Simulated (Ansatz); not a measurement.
# Calculations on K

Part 1: Relaxation

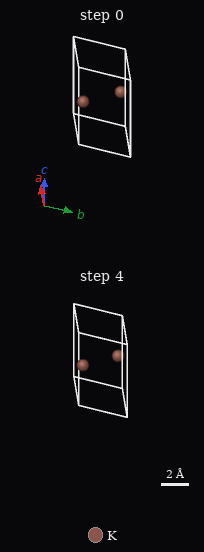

The structure of crystalline K (set up in Cmcm) before (top) and after (bottom) a relaxation, at one scale.

Style: ball-and-stick. Shown: the cell of the calculation, from a free direction.

Case: relaxed at 4 GPa.

The calculation used DFT PBEsol, scalar-relativistic, plane waves, PAW (Ansatz). Set-up: plane-wave cutoff 420 eV; k-point mesh 12 × 12 × 6; occupations gaussian; smearing width 0.1 eV; target pressure 4 GPa; no spin polarisation; cell and atoms relaxed; force threshold 0.008 eV/Å; at most 50 steps.

Describe what moved and what it gained.

Answer. No atom moves by more than 0.005 Å relative to the cell. The volume changes by −17.2 %, with a = b 4.260 → 3.989 Å (−6.3 %), c 6.893 → 6.505 Å (−5.6 %). Among the contacts that change: K–K 4.288 → 4.016 Å, K–K 4.260 → 3.989 Å, K–K 4.229 → 3.980 Å, K–K 4.253 → 4.005 Å. The space group stays Cmcm (No. 63). After 3 accepted moves (4 points after the start) the energy has risen by 0.311 eV per cell of the calculation. With the target pressure of 4 GPa, the enthalpy E + pV changes by −0.157 eV per cell of the calculation. The largest force component goes from 0.0005 to 0.00042 eV/Å. The pressure goes from 1.64 to 3.96 GPa. The SCF was repeated once at an unchanged geometry on a basis and grid sized afresh for the cell, which shifted the energy by 0.1 meV per cell of the calculation at most.

Part 2: Relaxation

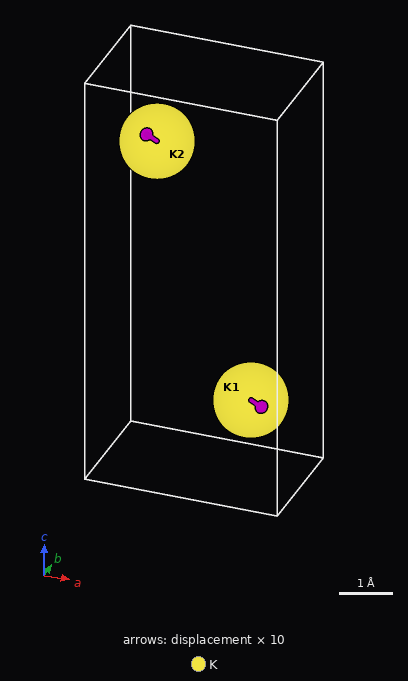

This is a relaxation of a crystal of K (set up in Cmcm). The starting structure is drawn; purple arrows show the displacements (the part carried along by the change of the cell is left out), magnified 10 times.

A ball-and-stick model of the cell of the calculation, seen slightly off an axis.

Computed with Ansatz 0.2.0, DFT PBEsol, scalar-relativistic, plane waves, PAW.

The input:
```yaml
crystal:
  lattice:
    - [2.43796235, -4.04761045, 0.0]
    - [2.43796235, 4.04761045, 0.0]
    - [0.0, 0.0, 7.81179801]
  atoms:
    - { symbol: K, position: [0.82061302, 0.17938698, 0.25] }
    - { symbol: K, position: [0.17938698, 0.82061302, 0.75] }
basis:
  ecutwfc: 420
kpoints:
  mp_grid: { grid: [10, 10, 6] }
hamiltonian:
  xc: pbesol
scf:
  occupations: { method: gaussian, width: 0.1 }
output:
  forces: true
  stress: true
  eigenvalues: true
relax:
  adjacent_minimum: "off"
  f_tol: 0.005
  max_steps: 80
  cell: { stress_tol: 0.05 }
```

> What happened in the run?

After 6 accepted moves (7 points after the start) the energy has fallen by 11.0 meV per cell of the calculation. Largest force component: 0.0019 eV/Å at the start, under 0.0001 eV/Å at the end. Pressure: −0.26 GPa at the start and 0.00 GPa at the end. At 1 point the geometry stayed and the basis and grid were re-selected for the new cell (energy shift of less than 0.05 meV per cell of the calculation at most each time). The largest moves relative to the cell, 0.083 Å, are those of K1 and K2. K1 goes along [1 −1 0]. The volume changes by −7.7 %, with a = b 4.725 → 4.660 Å (−1.4 %), c 7.812 → 7.528 Å (−3.6 %), γ 117.9° → 119.5°. The space group stays Cmcm (No. 63).

Part 3: A change

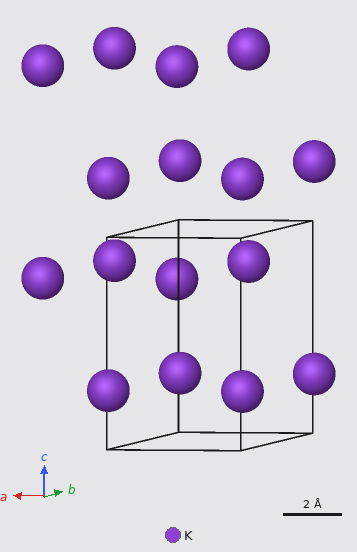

Reference structure: solid K (set up in Cmcm). Style: ball-and-stick. Shown: the cell of the calculation, reduced to other axes, repeated 2 × 2 × 2 with one cell outlined, from a free direction. Lengths and directions refer to the drawn axes.

Level of theory: DFT PBEsol, scalar-relativistic, plane waves, PAW (Ansatz). (plane-wave cutoff 420 eV; occupations gaussian; smearing width 0.1 eV; no spin polarisation) The k-mesh is chosen for each cell (10×10×6, 18×18×10).

Change: The crystal is put under a hydrostatic pressure of 90 GPa. Cell and atoms are relaxed at that pressure.

The input:
```yaml
crystal:
  lattice:
    - [1.307637541, -2.2649383892, 0.0]
    - [1.307637541, 2.2649383892, 0.0]
    - [0.0, 0.0, 4.2915221182]
  atoms:
    - { symbol: K, position: [0.833340214, 0.166659786, 0.25] }
    - { symbol: K, position: [0.166659786, 0.833340214, 0.75] }
basis:
  ecutwfc: 420
kpoints:
  mp_grid: { grid: [18, 18, 10] }
hamiltonian:
  xc: pbesol
scf:
  occupations: { method: gaussian, width: 0.1 }
output:
  forces: true
  stress: true
  eigenvalues: true
relax:
  adjacent_minimum: "off"
  f_tol: 0.008
  max_steps: 50
  cell: { stress_tol: 0.08, p_target: 90.0 }
```

### What does the calculation give for the changed structure?

Cell: a 4.698 → 2.548 Å (−45.8 %), b 4.660 → 2.548 Å (−45.3 %), c 7.528 → 4.113 Å (−45.4 %), γ 120.3° → 120.0°. Volume −83.8 %. The largest moves relative to the cell, 0.011 Å, are those of K1 and K2. K1 goes along [−1 −2 0]. Some distances before and after: K–K 4.698 → 2.548 Å, K–K 4.645 → 2.529 Å, K–K 4.660 → 2.548 Å, K–K 4.624 → 2.529 Å. New contacts form: K1–K2 (4.62 → 2.53 Å), K1–K2 (4.65 → 2.53 Å). The space group (tolerance 0.01 Å) goes from Cmcm (No. 63) to P6_3/mmc (No. 194). It costs 4807 meV per atom. (The two runs use different k-meshes.) Pressure: 0.0 GPa before, 90.0 GPa after.

Drawn alike, the variant:

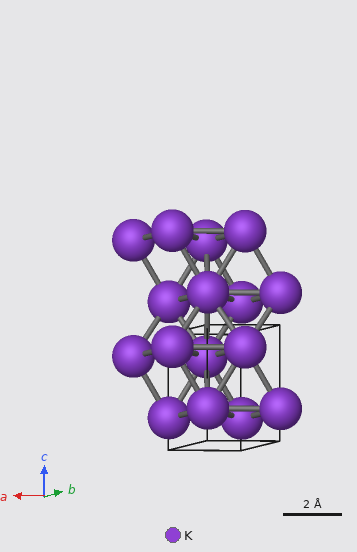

Part 4: Series

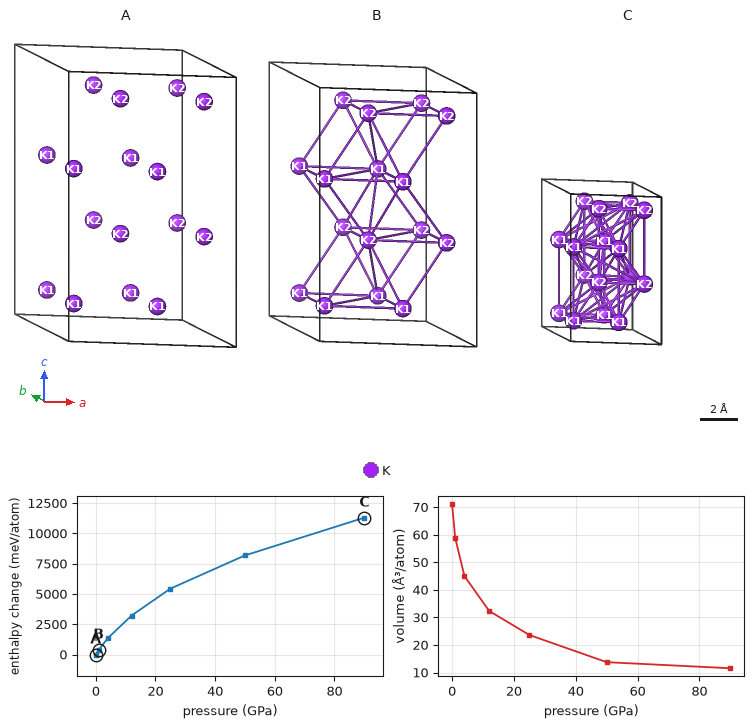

Members of a series of calculations on crystalline K (set up in Cmcm), marked on the first curve. Style: ball-and-stick. Shown: the cell of the calculation, reduced to other axes, repeated to show the pattern, slightly off an axis. Lengths and directions refer to the drawn axes.

Computed with DFT PBEsol, scalar-relativistic, plane waves, PAW (Ansatz). (plane-wave cutoff 420 eV; occupations gaussian; smearing width 0.1 eV; no spin polarisation) The k-mesh is chosen for each cell (10×10×6, 12×12×6, 12×12×8, 14×14×8, 16×16×8, 18×18×10).

Question: How does the crystal respond to pressure?

Answer: The structure is relaxed at several pressures. A (pressure 0.0 GPa): enthalpy change 0.0 meV/atom, volume 71.17 Å³ per atom. B (pressure 1.0 GPa): enthalpy change 400 meV/atom, volume 58.93 Å³ per atom. C (pressure 90.0 GPa): enthalpy change 11303 meV/atom, volume 11.56 Å³ per atom. The rest compares A with C. Cell: a 9.396 → 5.096 Å (−45.8 %), b 9.320 → 5.096 Å (−45.3 %), c 15.056 → 8.226 Å (−45.4 %), γ 120.3° → 120.0°. Volume −83.8 %. Some distances before and after: K–K 8.115 → 4.413 Å, K–K 8.095 → 4.402 Å, K–K 8.075 → 4.402 Å. New contacts form: K1–K1 (4.66 → 2.55 Å), K1–K1 (4.70 → 2.55 Å), K1–K1 (7.53 → 4.11 Å).
